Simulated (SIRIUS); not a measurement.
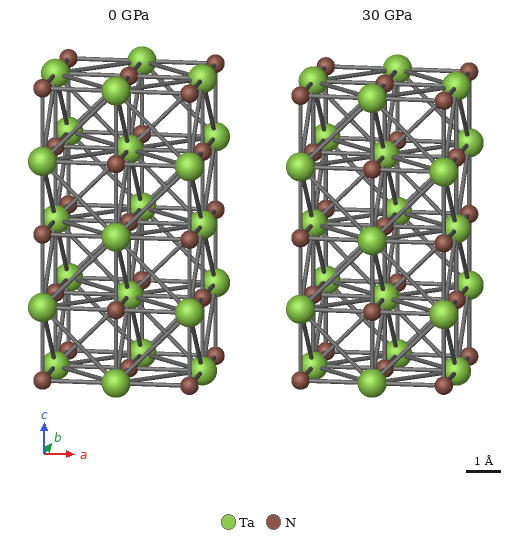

Solid TaN (set up in Fm-3m), relaxed (cell and atoms) at several target pressures. The picture shows the first and the last member. The picture is a ball-and-stick view of the conventional cell (4 times the calculation's cell), repeated 1 × 1 × 2 with one cell outlined, seen slightly off an axis. Lengths and directions refer to the drawn axes.

Computed with SIRIUS 7.10.0: PBE, dojo-sr-pbe-0.4.1-standard. (plane-wave cutoff 1152 eV; k-point mesh 5 × 5 × 5; occupations fermi-dirac; smearing width 0.05 eV; optimiser BFGS; no spin polarisation)

```json
{"pressure (GPa)": "0", "volume (Å³/atom)": "10.744", "a (Å)": "4.413"}
{"pressure (GPa)": "5", "volume (Å³/atom)": "?", "a (Å)": "?"}
{"pressure (GPa)": "10", "volume (Å³/atom)": "10.436", "a (Å)": "4.371"}
{"pressure (GPa)": "20", "volume (Å³/atom)": "10.182", "a (Å)": "4.335"}
{"pressure (GPa)": "30", "volume (Å³/atom)": "9.952", "a (Å)": "4.302"}
```

**Fill in the missing row.**

Murnaghan's form V = V₀(1 + B′P/B₀)^(−1/B′), with V₀ = 10.744 Å³ from the row at zero pressure, fits the other rows with B₀ = 323 GPa and B′ = 4.97 (largest miss 0.003 Å³). At 5 GPa it gives 10.744 × (1 + 4.97 × 5/323)^(−1/4.97) = 10.585 Å³ per atom. The calculation gives 10.585 Å³/atom (a = 4.391 Å). The estimate is right to the digits shown. From the first member to the last: Ta–Ta 3.121 → 3.042 Å, N–Ta 2.207 → 2.151 Å.

The whole series:

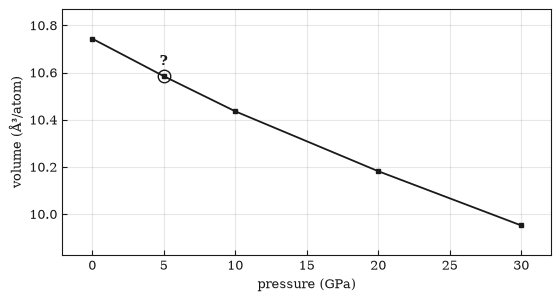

Each member starts from this one structure; whether another phase lies lower wasn't checked.
